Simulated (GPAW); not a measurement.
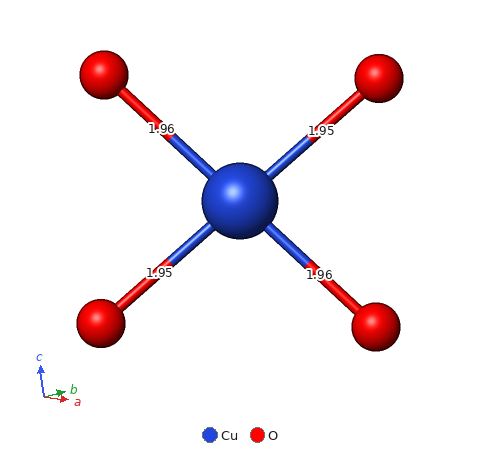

The CuO4 unit about Cu in CuO. Origin: an entry of the Crystallography Open Database, as set up for an electronic-structure calculation.

CuO, space group C2/c (No. 15), a = 4.684 Å, b = 3.423 Å, c = 5.129 Å, α = 90.00°, β = 99.54°, γ = 90.00°

```csv
site,Wyckoff,x,y,z
Cu,4c,0.2500,0.7500,0.5000
O,4e,0.5000,0.0816,0.7500
```

Compute the usual distortion measures of this polyhedron.

Answer. It is closest to the square plane.

```json
{"measure": "mean bond length", "value": "1.956 Å"}
{"measure": "bond-length distortion index (Baur)", "value": "0.003"}
{"measure": "effective coordination number (Hoppe)", "value": "4.00"}
{"measure": "shape measure against the square plane", "value": "0.25"}
{"measure": "shape measure against the see-saw", "value": "19.17"}
{"measure": "centre off the ligands' centroid by", "value": "0.00 Å"}
{"measure": "τ4", "value": "0.00"}
```
